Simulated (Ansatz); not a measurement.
Here is a crystal structure:

```yaml
crystal:
  lattice:
    - [2.46653, 0.00000, 0.00000]
    - [-1.23327, 2.13608, 0.00000]
    - [0.00000, 0.00000, 8.46545]
  atoms:
    - { symbol: C, position: [0.00000, 0.00000, 0.25000] }
    - { symbol: C, position: [0.00000, 0.00000, 0.75000] }
    - { symbol: C, position: [0.33333, 0.66667, 0.25000] }
    - { symbol: C, position: [0.66667, 0.33333, 0.75000] }
```

Question: Work out the structure from the coordinates.

Answer: The element is carbon. The symmetry is that of P6_3/mmc (No. 194), on a primitive hexagonal lattice. Type of structure: graphite type. The cell holds four atoms. The coordination shell of C holds three C in a trigonal planar arrangement at 1.42 Å. The bonds build C layers parallel to (001).

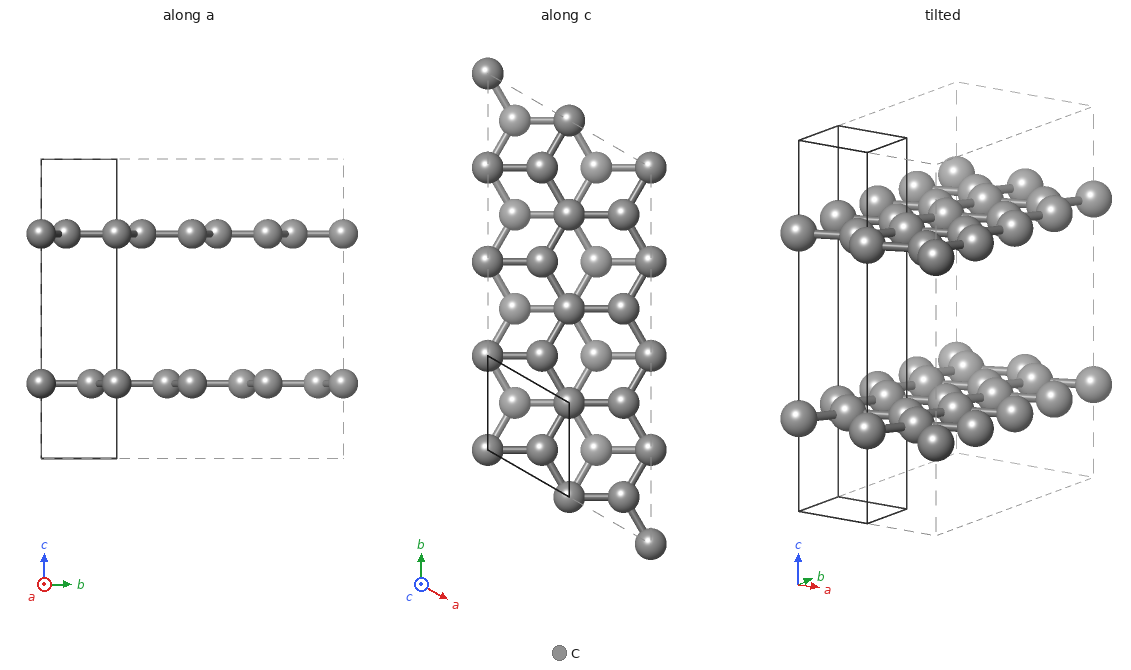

A ball-and-stick rendering, viewed along the a axis, along the c axis and slightly off an axis. A 2×4×1 array of cells is drawn; the conventional unit cell has the solid edges. Colours: carbon grey.

The structure was taken from a structure listed in the Materials Project. It was relaxed with Ansatz 0.2.0, DFT PBE, scalar-relativistic, plane waves, PAW.
